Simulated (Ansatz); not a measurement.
**Energy of Al3GaN4 along a shift of atoms along one path**

System: Al3GaN4 (Pm, 8 atoms in the cell).
Method: DFT PBEsol, scalar-relativistic, plane waves, PAW, no spin polarisation (Ansatz 0.2.0).

The 7 runs differ only in the geometry, by a shift of atoms along one path in a fixed cell. The shift s is measured from run 4: Al1 moves along the Cartesian direction (0.04, 0.00, 1.00), and Al2, Al3, Ga4, N5, N6, N7 and N8 with it in fixed proportion. The structure derives from a Materials Project entry.

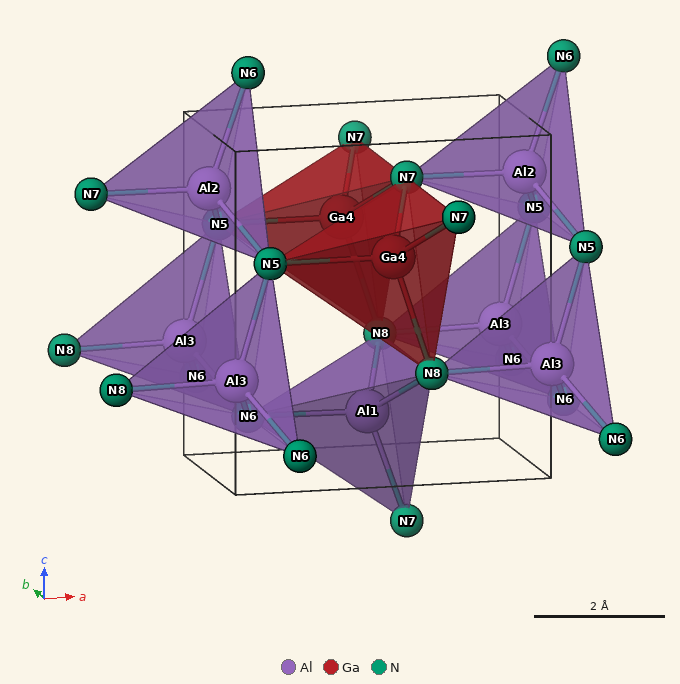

Figure 1. The structure of run 4 (polyhedral view of the cell of the calculation, seen slightly off an axis; polyhedra are completed across the faces of the cell; atoms are numbered from 1 in the order of the input). An atom can appear more than once, as a periodic image.

**Input of run 4**
```yaml
crystal:
  lattice:
    - [5.0434079713, 0.0, 0.0001149907]
    - [0.0, 3.1300738974, 0.0]
    - [-0.0032362569, 0.0, 5.4179919474]
  atoms:
    - { symbol: Al, position: [0.5000138303, 0.5, 0.161796004] }
    - { symbol: Al, position: [-0.0020720074, 0.5, 0.8349456801] }
    - { symbol: Al, position: [0.0030177489, 0.0, 0.3326929485] }
    - { symbol: Ga, position: [0.500231644, 0.0, 0.6690210087] }
    - { symbol: "N", position: [0.1107565673, 0.0, 0.6683811457] }
    - { symbol: "N", position: [0.122129848, 0.5, 0.1655761732] }
    - { symbol: "N", position: [0.6249820711, 0.5, 0.8366422478] }
    - { symbol: "N", position: [0.6225025636, 0.0, 0.32379752] }
basis:
  ecutwfc: 420
kpoints:
  mp_grid: { grid: [6, 8, 4] }
hamiltonian:
  xc: pbesol
scf:
  occupations: { method: gaussian, width: 0.05 }
output:
  forces: true
  stress: true
  eigenvalues: true
```

Command:
```bash
ansatz run input.yaml --threads 2 --pin off --max-ram 5120MiB --backend cpu --events-out ev --progress --plain --runs-dir out
```

Lattice vectors (Å) and fractional positions of run 4:
```
   5.043408    0.000000    0.000115
   0.000000    3.130074    0.000000
  -0.003236    0.000000    5.417992
Al  0.500014  0.500000  0.161796
Al -0.002072  0.500000  0.834946
Al  0.003018  0.000000  0.332693
Ga  0.500232  0.000000  0.669021
N   0.110757  0.000000  0.668381
N   0.122130  0.500000  0.165576
N   0.624982  0.500000  0.836642
N   0.622503  0.000000  0.323798
```

Run 2 differs from it as follows:
```diff
-    - { symbol: Al, position: [0.5000138303, 0.5, 0.161796004] }
-    - { symbol: Al, position: [-0.0020720074, 0.5, 0.8349456801] }
-    - { symbol: Al, position: [0.0030177489, 0.0, 0.3326929485] }
-    - { symbol: Ga, position: [0.500231644, 0.0, 0.6690210087] }
-    - { symbol: "N", position: [0.1107565673, 0.0, 0.6683811457] }
-    - { symbol: "N", position: [0.122129848, 0.5, 0.1655761732] }
-    - { symbol: "N", position: [0.6249820711, 0.5, 0.8366422478] }
-    - { symbol: "N", position: [0.6225025636, 0.0, 0.32379752] }
+    - { symbol: Al, position: [0.4995814062, 0.5, 0.1507288791] }
+    - { symbol: Al, position: [-0.0080574294, 0.5, 0.8352258538] }
+    - { symbol: Al, position: [0.0068771168, 0.0, 0.334693577] }
+    - { symbol: Ga, position: [0.5018515045, 0.0, 0.6746612229] }
+    - { symbol: "N", position: [0.1099247544, 0.0, 0.6724849366] }
+    - { symbol: "N", position: [0.1214808965, 0.5, 0.1624127901] }
+    - { symbol: "N", position: [0.6246992535, 0.5, 0.8295420333] }
+    - { symbol: "N", position: [0.6211312949, 0.0, 0.3188068911] }
```

**Results, with one run withheld**

| run | shift s of Al1 (Å) | free energy per atom, from the lowest run given (meV) | pressure (GPa) | gap on the mesh (eV) | force along the path (eV/Å) |
| --- | --- | --- | --- | --- | --- |
| 1 | −0.0900 | 36.41 | 0.96 | 3.31 | 5.148 |
| 2 | −0.0600 | ? | ? | ? | ? |
| 3 | −0.0300 | 7.33 | 0.31 | 3.42 | 2.598 |
| 4 | 0.0000 | 0.01 | 0.12 | 3.46 | 1.305 |
| 5 | 0.0600 | 0.00 | 0.03 | 3.41 | −1.308 |
| 6 | 0.1200 | 19.72 | 0.33 | 3.14 | −3.956 |
| 7 | 0.1350 | 27.77 | 0.47 | 3.07 | −4.623 |

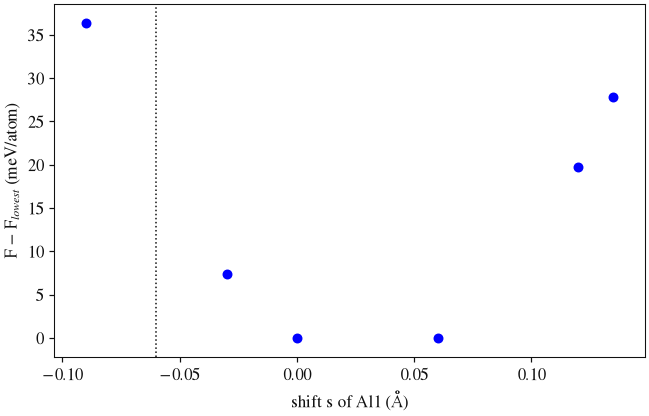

Figure 2. Free energy per atom of the runs given; the dotted line marks run 2.

Fit the runs given and predict run 2.

A cubic polynomial in the coordinate, fitted to the 6 runs given, misses them by under 0.01 meV per atom. With x = s − 0.0325, it reads F = −2.428 + 13.204 x + 2722.8 x² + 219.88 x³ (meV per atom). At run 2 it gives 19.47 meV per atom, and the run itself gives 19.48. The slope of the fit gives a force −dF/ds of 3.879 eV/Å along the path (summed over the atoms that move), and the printed forces give 3.879 eV/Å. The fit has its minimum at s = 0.0301 Å. The gap on the mesh lies between 3.07 eV (run 7) and 3.46 eV (run 4); run 2 has 3.37 eV. These are gaps of this functional on this mesh, which can miss the band edges; they aren't the measured gap.

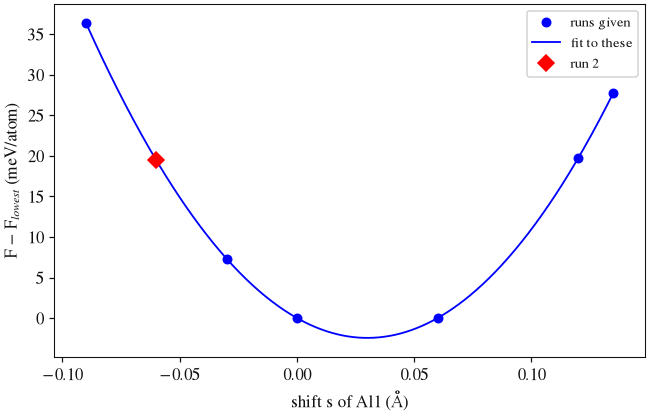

Figure 3. The fit and the withheld run.

**Output, shortened to warnings, some set-up lines, iterations and results (run 2)**
```
Basis set: ecut = 420 eV, 1681 PW (Γ), exchange–correlation on 72×48×80 points (8 copies of the dense FFT grid, shifted against one another)
Symmetry: 2 space group operations
k-points: 70 of 192 (time reversal used)
Initial density: superposition of atomic densities (neutral atoms: chi_scale 0, normalization atom), corrected by the library's trained network
[...]
SCF iter   1: F=—  HF=-6840.544466 eV  |F-HF|=—  |Δ(HF+E_count)|=         —  Δρ=1.10e-2  dr2=1.10e-1  ethr=1.77e-3  ⟨swp⟩=6.4  Hψ=10031  notcnv=0  defer=18
SCF iter   2: F=—  HF=-6840.513013 eV  |F-HF|=—  |Δ(HF+E_count)|=   3.15e-2  Δρ=1.79e-3  dr2=2.88e-3  ethr=2.62e-4  ⟨swp⟩=2.4  Hψ=3696  notcnv=0  defer=230
SCF iter   3: F=—  HF=-6840.512548 eV  |F-HF|=—  |Δ(HF+E_count)|=   4.65e-4  Δρ=9.23e-4  dr2=7.94e-4  ethr=6.87e-6  ⟨swp⟩=2.0  Hψ=2555  notcnv=0  defer=160
SCF iter   4: F=—  HF=-6840.512409 eV  |F-HF|=—  |Δ(HF+E_count)|=   1.39e-4  Δρ=3.28e-4  dr2=8.76e-5  ethr=1.89e-6  ⟨swp⟩=2.1  Hψ=2698  notcnv=0  defer=160
SCF iter   5: F=—  HF=-6840.512263 eV  |F-HF|=—  |Δ(HF+E_count)|=   1.46e-4  Δρ=9.54e-5  dr2=7.04e-6  ethr=2.09e-7  ⟨swp⟩=2.0  Hψ=3267  notcnv=0  defer=160
SCF iter   6: F=—  HF=-6840.512264 eV  |F-HF|=—  |Δ(HF+E_count)|=   4.38e-7  Δρ=3.86e-5  dr2=1.40e-6  ethr=1.68e-8  ⟨swp⟩=2.0  Hψ=3149  notcnv=0  defer=160
SCF iter   7: F=-6840.512263 eV  HF=-6840.512263 eV  |F-HF|=1.27e-8  |Δ(HF+E_count)|=   5.59e-7  Δρ=8.47e-6  dr2=6.41e-8  ethr=2.38e-10  ⟨swp⟩=8.0  Hψ=9595  notcnv=0
SCF 1 converged in 7 iterations: F = -6840.512263 eV  dr2 = 6.41e-8
SCF converged after 7 iterations
Free energy (F): -6840.512263 eV
Harris-Foulkes:  -6840.512263 eV  (|F-HF|=1.27e-8)
Internal energy: -6840.512263 eV  (E = F + TS)
E sigma→0 (E₀):  -6840.512263 eV
Fermi energy:    9.388685 eV
--- Per-component energies (eV) ---
  E_band       = 20.898004
  E_kinetic    = 723.084258
  E_local      = -3178.984572  (includes V_loc(G=0)·N_el)
  E_nonlocal   = 642.672079
  E_hartree    = 1398.806770
  E_xc         = -429.774726
  E_vxc        = -456.285163  (∫ρ·V_xc dr)
  E_paw        = -3809.331731  (= ΣΔE_a)
  E_vpaw       = -507.195029  (= ΣTr[D̂ρ^β])
  E_aug_tail   = 0.000276  (compensation charges beyond the density's cutoff)
  E_ewald      = -2188.017408
  E_core_change = 1.032790  (= ΣΔE_core)
  E_smearing   = -0.000000  (= −TS)
  E_closure    = 0.000000  (closes the sum)
  Σ components = -6840.512263   (vs F -6840.512263, Δ=0.00e0)
--- Forces (eV/Å), atoms counted from 1 ---
  atom   1  Al    -0.00191106     0.00000000     1.58291204
  atom   2  Al     0.85884199     0.00000000    -0.01320890
  atom   3  Al    -0.43533172    -0.00000000    -0.31491688
  atom   4  Ga    -0.65194367    -0.00000000    -1.90761515
  atom   5  N      0.04681976    -0.00000000    -0.29254699
  atom   6  N      0.04379641     0.00000000     0.23417055
  atom   7  N      0.02944571     0.00000000     0.48254848
  atom   8  N      0.11032398     0.00000000     0.22868744
  max |Σ_I F_I| component: 4.14e-5 eV/Å
--- Stress (GPa, compression-positive) ---
        0.187287       0.000000       0.526344
        0.000000       2.136244       0.000000
        0.526322       0.000000      -0.553480
  P = ⅓ Tr σ = 0.5900 GPa (5.900 kbar)
```
